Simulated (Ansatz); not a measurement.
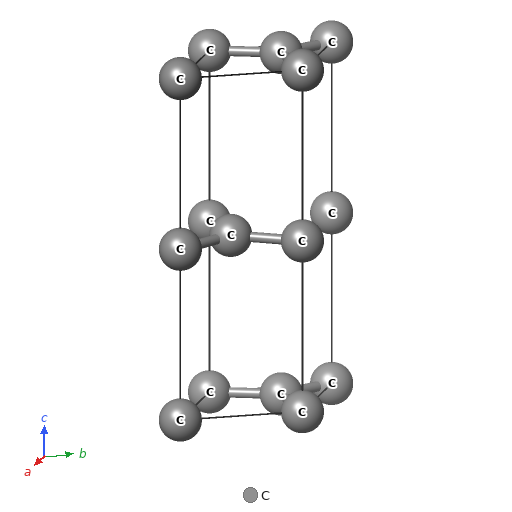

System: C, space group P6_3mc (No. 186). The picture shows the conventional cell.

Starting cell:
```yaml
crystal:
  lattice:
    - [2.47000, 0.00000, 0.00000]
    - [-1.23500, 2.13908, 0.00000]
    - [0.00000, 0.00000, 6.79000]
  atoms:
    - { symbol: C, position: [0.00000, 0.00000, 0.00000] }
    - { symbol: C, position: [0.00000, 0.00000, 0.50000] }
    - { symbol: C, position: [0.33333, 0.66667, 0.00500] }
    - { symbol: C, position: [0.66667, 0.33333, 0.50500] }
```

Method: volume and cell lengths of one structure relaxed by several density functionals; plane waves with PAW datasets, Γ-centred k mesh (Ansatz 0.2.0). All runs: no spin polarisation.

- occupations: Gaussian
- smearing width: 0.1 eV

The space group named is that of the starting cell.

Predict the volume by functional. The cases: LDA; PBE; PBE+D3(BJ).

LDA gives 8.61 Å³/atom, PBE+D3(BJ) 8.87 Å³/atom and PBE 11.23 Å³/atom.

```csv
functional,volume (Å³/atom)
LDA,8.61
PBE,11.23
PBE+D3(BJ),8.87
```

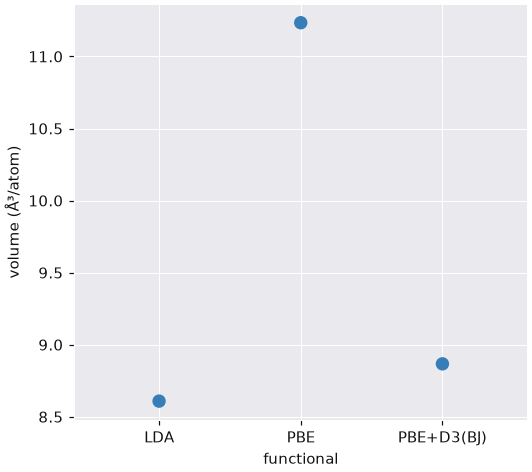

Caveats: bands touch, and spin-orbit coupling could open a gap; weakly bound, no dispersion correction.
